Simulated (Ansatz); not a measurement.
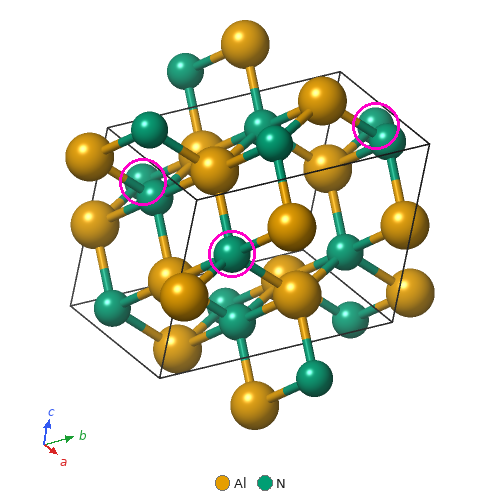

The system is AlN (P6_3/mmc phase) with one N vacancy (11 atoms in the cell, cell charge +3); the picture shows the reference structure. An atom moved over a plane that holds its own site and a neighbouring vacancy (x along [1 −1 0], y along [1 1 0], z along [0 0 1] of the conventional cell). First axis: path of N9 from its site (0) to the vacancy (1), 2.814 Å. Second axis: shift of N9 across the path, along a normal. Nothing is relaxed (all other atoms held at the sites of the perfect crystal). The scan uses an 11 × 9 grid; 37 points were computed and 36 follow by symmetry. At 26 points there is no value (left out of the scan, as a rule where atoms come close). Points are written as (first, second). All energies are given in eV per cell relative to the lowest grid point. The cell is charged on a uniform background, without a charge correction. These are results of Ansatz, DFT PBEsol, scalar-relativistic, plane waves, PAW, not measurements. Settings: cutoff 420 eV, k-mesh 6×6×6, gaussian smearing 0.05 eV, no spin polarisation.

Range: path of N9 from its site (0) to the vacancy (1), 2.814 Å from −0.125 to 1.125; shift of N9 across the path, along a normal from −0.700 to 0.700 Å.

What will the energy surface look like?

The lowest grid point is at (0.000, 0.000 Å) [nearest 3 Al at 1.91 Å]; the map holds 2 wells of about this depth. It is the only kind of minimum in the scanned range. The highest grid point, (0.250, −0.525 Å) [nearest 1 Al at 1.20 Å], lies 14.0 eV above the lowest. On the interpolated surface the easiest way out of the lowest well to a well of about the same depth near (1.000, 0.000 Å) [nearest 3 Al at 1.91 Å] passes a barrier of about 9 eV.

```csv
"second ↓, first →",−0.125,0.000,0.125,0.250,0.375,0.500,0.625,0.750,0.875,1.000,1.125
0.700,7.1,4.9,–,–,–,–,–,–,7.3,3.3,3.4
0.525,4.2,2.7,8.8,–,–,–,–,14.0,4.3,2.0,2.5
0.350,2.1,1.1,4.2,12.8,–,–,–,7.2,2.1,1.0,1.7
0.175,1.0,0.2,1.7,5.9,11.3,12.9,8.9,3.8,0.9,0.3,1.0
0.000,0.7,0.0,0.7,3.3,7.1,9.0,7.1,3.3,0.7,0.0,0.7
−0.175,1.0,0.3,0.9,3.8,8.9,12.9,11.3,5.9,1.7,0.2,1.0
−0.350,1.7,1.0,2.1,7.2,–,–,–,12.8,4.2,1.1,2.1
−0.525,2.5,2.0,4.3,14.0,–,–,–,–,8.8,2.7,4.2
−0.700,3.4,3.3,7.3,–,–,–,–,–,–,4.9,7.1
```

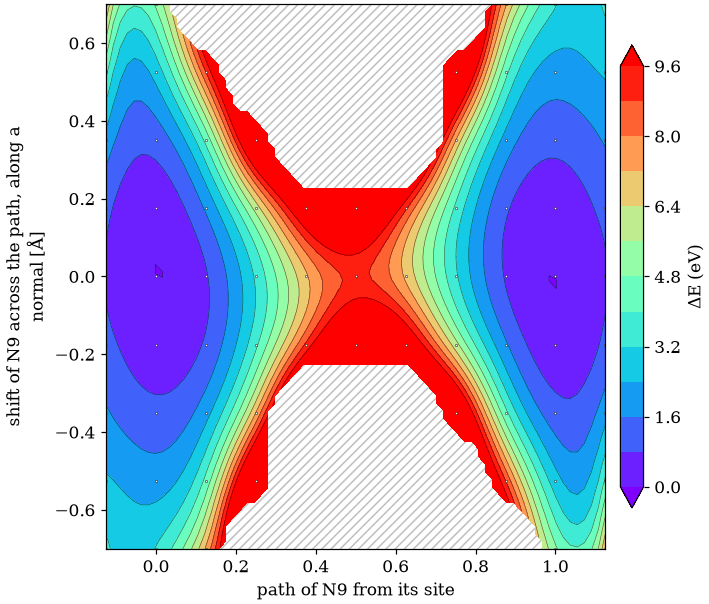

In the figure: filled contours, dots at the grid points, one colour for all values above the top of the scale, hatched blanks where no value was computed. Between grid points the surface is interpolated.

Time for the 37 points that were run: 17 min on 4 threads of Arm Neoverse N1, on a shared host.

PAW datasets: the set soft_1.
